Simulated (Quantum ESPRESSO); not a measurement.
**Band-structure run of AlN (part 1 of 2)**

AlN (F-43m, 2 atoms in the cell), computed with Kohn-Sham DFT of a periodic cell, PBEsol, PseudoDojo 0.4.1 SR PBEsol standard, no spin polarisation (Quantum ESPRESSO 7.5).

The structure derives from a Materials Project entry.

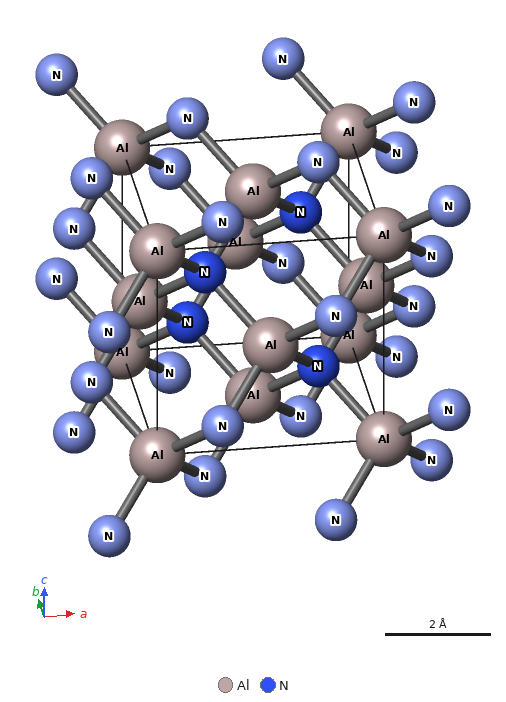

*The structure as given in the input (ball-and-stick view of the cell 4 times as large as that of the calculation, set on its symmetry axes, seen at an oblique angle; neighbours outside the cell are drawn fainter).*

## Input
```
&CONTROL
  calculation = 'scf'
  prefix = 'pwscf'
  outdir = './tmp'
  pseudo_dir = './pseudo'
  tprnfor = .true.
  tstress = .true.
  disk_io = 'low'
/
&SYSTEM
  ibrav = 0
  nat = 2
  ntyp = 2
  ecutwfc = 84
  nbnd = 9
  occupations = 'smearing'
  smearing = 'fd'
  degauss = 0.00367493
/
&ELECTRONS
  conv_thr = 4d-10
  electron_maxstep = 120
  mixing_beta = 0.5
/
ATOMIC_SPECIES
Al    26.9815 Al.upf
N     14.0070 N.upf
CELL_PARAMETERS bohr
   0.0000000000    4.1271496856    4.1271496856
   4.1271496856    0.0000000000    4.1271496856
   4.1271496856    4.1271496856    0.0000000000
ATOMIC_POSITIONS bohr
Al     0.0000000000    0.0000000000    0.0000000000
N      2.0635748428    2.0635748428    2.0635748428
K_POINTS automatic
10 10 10 0 0 0
```

## File bands.in
```
&CONTROL
  calculation = 'bands'
  prefix = 'pwscf'
  outdir = './tmp'
  pseudo_dir = './pseudo'
  disk_io = 'low'
  verbosity = 'high'
/
&SYSTEM
  ibrav = 0
  nat = 2
  ntyp = 2
  ecutwfc = 84
  nbnd = 9
  occupations = 'smearing'
  smearing = 'fd'
  degauss = 0.00367493
/
&ELECTRONS
  conv_thr = 1d-08
  electron_maxstep = 120
  mixing_beta = 0.5
  diago_full_acc = .true.
/
ATOMIC_SPECIES
Al    26.9815 Al.upf
N     14.0070 N.upf
CELL_PARAMETERS bohr
   0.0000000000    4.1271496856    4.1271496856
   4.1271496856    0.0000000000    4.1271496856
   4.1271496856    4.1271496856    0.0000000000
ATOMIC_POSITIONS bohr
Al     0.0000000000    0.0000000000    0.0000000000
N      2.0635748428    2.0635748428    2.0635748428
K_POINTS crystal
60
 0.0000000000  0.0000000000  0.0000000000 1
 0.0625000000  0.0000000000  0.0625000000 1
 0.1250000000  0.0000000000  0.1250000000 1
 0.1875000000  0.0000000000  0.1875000000 1
 0.2500000000  0.0000000000  0.2500000000 1
 0.3125000000  0.0000000000  0.3125000000 1
 0.3750000000  0.0000000000  0.3750000000 1
 0.4375000000  0.0000000000  0.4375000000 1
 0.5000000000  0.0000000000  0.5000000000 1
 0.5000000000  0.0625000000  0.5625000000 1
 0.5000000000  0.1250000000  0.6250000000 1
 0.5000000000  0.1875000000  0.6875000000 1
 0.5000000000  0.2500000000  0.7500000000 1
 0.4375000000  0.3125000000  0.7500000000 1
 0.3750000000  0.3750000000  0.7500000000 1
 0.3375000000  0.3375000000  0.6750000000 1
 0.3000000000  0.3000000000  0.6000000000 1
 0.2625000000  0.2625000000  0.5250000000 1
 0.2250000000  0.2250000000  0.4500000000 1
 0.1875000000  0.1875000000  0.3750000000 1
 0.1500000000  0.1500000000  0.3000000000 1
 0.1125000000  0.1125000000  0.2250000000 1
 0.0750000000  0.0750000000  0.1500000000 1
 0.0375000000  0.0375000000  0.0750000000 1
 0.0000000000  0.0000000000  0.0000000000 1
 0.0625000000  0.0625000000  0.0625000000 1
 0.1250000000  0.1250000000  0.1250000000 1
 0.1875000000  0.1875000000  0.1875000000 1
 0.2500000000  0.2500000000  0.2500000000 1
 0.3125000000  0.3125000000  0.3125000000 1
 0.3750000000  0.3750000000  0.3750000000 1
 0.4375000000  0.4375000000  0.4375000000 1
 0.5000000000  0.5000000000  0.5000000000 1
 0.5250000000  0.4500000000  0.5250000000 1
 0.5500000000  0.4000000000  0.5500000000 1
 0.5750000000  0.3500000000  0.5750000000 1
 0.6000000000  0.3000000000  0.6000000000 1
 0.6250000000  0.2500000000  0.6250000000 1
 0.5833333333  0.2500000000  0.6666666667 1
 0.5416666667  0.2500000000  0.7083333333 1
 0.5000000000  0.2500000000  0.7500000000 1
 0.5000000000  0.2857142857  0.7142857143 1
 0.5000000000  0.3214285714  0.6785714286 1
 0.5000000000  0.3571428571  0.6428571429 1
 0.5000000000  0.3928571429  0.6071428571 1
 0.5000000000  0.4285714286  0.5714285714 1
 0.5000000000  0.4642857143  0.5357142857 1
 0.5000000000  0.5000000000  0.5000000000 1
 0.4821428571  0.4821428571  0.5357142857 1
 0.4642857143  0.4642857143  0.5714285714 1
 0.4464285714  0.4464285714  0.6071428571 1
 0.4285714286  0.4285714286  0.6428571429 1
 0.4107142857  0.4107142857  0.6785714286 1
 0.3928571429  0.3928571429  0.7142857143 1
 0.3750000000  0.3750000000  0.7500000000 1
 0.6250000000  0.2500000000  0.6250000000 1
 0.5937500000  0.1875000000  0.5937500000 1
 0.5625000000  0.1250000000  0.5625000000 1
 0.5312500000  0.0625000000  0.5312500000 1
 0.5000000000  0.0000000000  0.5000000000 1
```

Launched with:
```bash
OMP_NUM_THREADS=1 pw.x -in pw.in > pw.out
OMP_NUM_THREADS=1 pw.x -in bands.in > bands.out
```

## Output
```
This program is part of the open-source Quantum ESPRESSO suite
     for quantum simulation of materials; please cite
         "P. Giannozzi et al., J. Phys.:Condens. Matter 21 395502 (2009);
         "P. Giannozzi et al., J. Phys.:Condens. Matter 29 465901 (2017);
         "P. Giannozzi et al., J. Chem. Phys. 152 154105 (2020);
          URL
     in publications or presentations arising from this work. More details at

     Message from routine setup:
     using ibrav=0 with symmetry is DISCOURAGED, use correct ibrav instead

     G-vector sticks info
     --------------------
     sticks:   dense  smooth     PW     G-vecs:    dense   smooth      PW
     Sum         793     793    241                14553    14553    2445

     Using Slab Decomposition

     bravais-lattice index     =            0
     lattice parameter (alat)  =       5.8367  a.u.
     unit-cell volume          =     140.5985 (a.u.)^3
     number of atoms/cell      =            2
     number of atomic types    =            2
     number of electrons       =         8.00
     number of Kohn-Sham states=            9
     kinetic-energy cutoff     =      84.0000  Ry
     charge density cutoff     =     336.0000  Ry
     scf convergence threshold =      4.0E-10
     mixing beta               =       0.5000
     number of iterations used =            8  plain     mixing
     Exchange-correlation= PBESOL
                           (   1   4  10   8   0   0   0)

     celldm(1)=   5.836671  celldm(2)=   0.000000  celldm(3)=   0.000000
     celldm(4)=   0.000000  celldm(5)=   0.000000  celldm(6)=   0.000000

     crystal axes: (cart. coord. in units of alat)
               a(1) = (   0.000000   0.707107   0.707107 )
               a(2) = (   0.707107   0.000000   0.707107 )
               a(3) = (   0.707107   0.707107   0.000000 )

     reciprocal axes: (cart. coord. in units 2 pi/alat)
               b(1) = ( -0.707107  0.707107  0.707107 )
               b(2) = (  0.707107 -0.707107  0.707107 )
               b(3) = (  0.707107  0.707107 -0.707107 )

     PseudoPot. # 1 for Al read from file:
     Al.upf
     Pseudo is Norm-conserving + core correction, Zval =  3.0
     Generated using ONCVPSP code by D. R. Hamann
     Using radial grid of 1876 points,  6 beta functions with:
                l(1) =   0
                l(2) =   0
                l(3) =   1
                l(4) =   1
                l(5) =   2
                l(6) =   2

     PseudoPot. # 2 for N  read from file:
     N.upf
     Pseudo is Norm-conserving + core correction, Zval =  5.0
     Generated using ONCVPSP code by D. R. Hamann
     Using radial grid of 1058 points,  4 beta functions with:
                l(1) =   0
                l(2) =   0
                l(3) =   1
                l(4) =   1

     atomic species   valence    mass     pseudopotential
     Al                3.00    26.98150     Al( 1.00)
     N                 5.00    14.00700     N ( 1.00)

     24 Sym. Ops. (no inversion) found

   Cartesian axes

     site n.     atom                  positions (alat units)
         1        Al     tau(   1) = (   0.0000000   0.0000000   0.0000000  )
         2        N      tau(   2) = (   0.3535534   0.3535534   0.3535534  )

     number of k points=    47  Fermi-Dirac smearing, width (Ry)=  0.0037
                       cart. coord. in units 2pi/alat
        k(    1) = (   0.0000000   0.0000000   0.0000000), wk =   0.0020000
        k(    2) = (   0.0707107   0.0707107  -0.0707107), wk =   0.0160000
        k(    3) = (   0.1414214   0.1414214  -0.1414214), wk =   0.0160000
        k(    4) = (   0.2121320   0.2121320  -0.2121320), wk =   0.0160000
        k(    5) = (   0.2828427   0.2828427  -0.2828427), wk =   0.0160000
        k(    6) = (  -0.3535534  -0.3535534   0.3535534), wk =   0.0080000
        k(    7) = (   0.1414214  -0.0000000   0.0000000), wk =   0.0120000
        k(    8) = (   0.2121320   0.0707107  -0.0707107), wk =   0.0480000
        k(    9) = (   0.2828427   0.1414214  -0.1414214), wk =   0.0480000
        k(   10) = (   0.3535534   0.2121320  -0.2121320), wk =   0.0480000
        k(   11) = (  -0.2828427  -0.4242641   0.4242641), wk =   0.0480000
        k(   12) = (  -0.2121320  -0.3535534   0.3535534), wk =   0.0480000
        k(   13) = (  -0.1414214  -0.2828427   0.2828427), wk =   0.0480000
        k(   14) = (  -0.0707107  -0.2121320   0.2121320), wk =   0.0480000
        k(   15) = (   0.0000000  -0.1414214   0.1414214), wk =   0.0240000
        k(   16) = (   0.2828427  -0.0000000   0.0000000), wk =   0.0120000
        k(   17) = (   0.3535534   0.0707107  -0.0707107), wk =   0.0480000
        k(   18) = (   0.4242641   0.1414214  -0.1414214), wk =   0.0480000
        k(   19) = (  -0.2121320  -0.4949747   0.4949747), wk =   0.0480000
        k(   20) = (  -0.1414214  -0.4242641   0.4242641), wk =   0.0480000
        k(   21) = (  -0.0707107  -0.3535534   0.3535534), wk =   0.0480000
        k(   22) = (   0.0000000  -0.2828427   0.2828427), wk =   0.0240000
        k(   23) = (   0.4242641   0.0000000  -0.0000000), wk =   0.0120000
        k(   24) = (   0.4949747   0.0707107  -0.0707107), wk =   0.0480000
        k(   25) = (  -0.1414214  -0.5656854   0.5656854), wk =   0.0480000
        k(   26) = (  -0.0707107  -0.4949747   0.4949747), wk =   0.0480000
        k(   27) = (  -0.0000000  -0.4242641   0.4242641), wk =   0.0240000
        k(   28) = (   0.5656854  -0.0000000   0.0000000), wk =   0.0120000
        k(   29) = (  -0.0707107  -0.6363961   0.6363961), wk =   0.0480000
        k(   30) = (   0.0000000  -0.5656854   0.5656854), wk =   0.0240000
        k(   31) = (  -0.7071068   0.0000000   0.0000000), wk =   0.0060000
        k(   32) = (   0.2828427   0.1414214   0.0000000), wk =   0.0480000
        k(   33) = (   0.3535534   0.2121320  -0.0707107), wk =   0.0960000
        k(   34) = (  -0.2828427  -0.4242641   0.5656854), wk =   0.0960000
        k(   35) = (  -0.2121320  -0.3535534   0.4949747), wk =   0.0480000
        k(   36) = (   0.4242641   0.1414214  -0.0000000), wk =   0.0480000
        k(   37) = (  -0.2121320  -0.4949747   0.6363961), wk =   0.0960000
        k(   38) = (  -0.1414214  -0.4242641   0.5656854), wk =   0.0960000
        k(   39) = (  -0.0707107  -0.3535534   0.4949747), wk =   0.0960000
        k(   40) = (   0.0000000  -0.2828427   0.4242641), wk =   0.0480000
        k(   41) = (  -0.1414214  -0.5656854   0.7071068), wk =   0.0480000
        k(   42) = (  -0.0707107  -0.4949747   0.6363961), wk =   0.0960000
        k(   43) = (   0.0000000  -0.4242641   0.5656854), wk =   0.0480000
        k(   44) = (  -0.7071068   0.1414214   0.0000000), wk =   0.0240000
        k(   45) = (  -0.1414214  -0.4242641   0.7071068), wk =   0.0480000
        k(   46) = (  -0.0707107  -0.3535534   0.6363961), wk =   0.0480000
        k(   47) = (  -0.7071068   0.2828427   0.0000000), wk =   0.0240000

     Dense  grid:    14553 G-vectors     FFT dimensions: (  36,  36,  36)

     Initial potential from superposition of free atoms

     starting charge       7.9977, renormalised to       8.0000
     Starting wfcs are    8 randomized atomic wfcs +    1 random wfcs

     Self-consistent Calculation

     iteration #  1     ecut=    84.00 Ry     beta= 0.50
     Davidson diagonalization with overlap
     ethr =  1.00E-02,  avg # of iterations =  6.0

     total energy              =     -25.35962997 Ry
     estimated scf accuracy    <       0.56682516 Ry

     iteration #  2     ecut=    84.00 Ry     beta= 0.50
     Davidson diagonalization with overlap
     ethr =  7.09E-03,  avg # of iterations =  1.8

     total energy              =     -25.51479039 Ry
     estimated scf accuracy    <       0.07139229 Ry

     iteration #  3     ecut=    84.00 Ry     beta= 0.50
     Davidson diagonalization with overlap
     ethr =  8.92E-04,  avg # of iterations =  1.0

     total energy              =     -25.52610233 Ry
     estimated scf accuracy    <       0.00415277 Ry

     iteration #  4     ecut=    84.00 Ry     beta= 0.50
     Davidson diagonalization with overlap
     ethr =  5.19E-05,  avg # of iterations =  2.7

     total energy              =     -25.52669070 Ry
     estimated scf accuracy    <       0.00092854 Ry

     iteration #  5     ecut=    84.00 Ry     beta= 0.50
     Davidson diagonalization with overlap
     ethr =  1.16E-05,  avg # of iterations =  1.9

     total energy              =     -25.52669150 Ry
     estimated scf accuracy    <       0.00010346 Ry

     iteration #  6     ecut=    84.00 Ry     beta= 0.50
     Davidson diagonalization with overlap
     ethr =  1.29E-06,  avg # of iterations =  3.0

     total energy              =     -25.52672407 Ry
     estimated scf accuracy    <       0.00006413 Ry

     iteration #  7     ecut=    84.00 Ry     beta= 0.50
     Davidson diagonalization with overlap
     ethr =  8.02E-07,  avg # of iterations =  1.0

     total energy              =     -25.52672973 Ry
     estimated scf accuracy    <       0.00000300 Ry
```
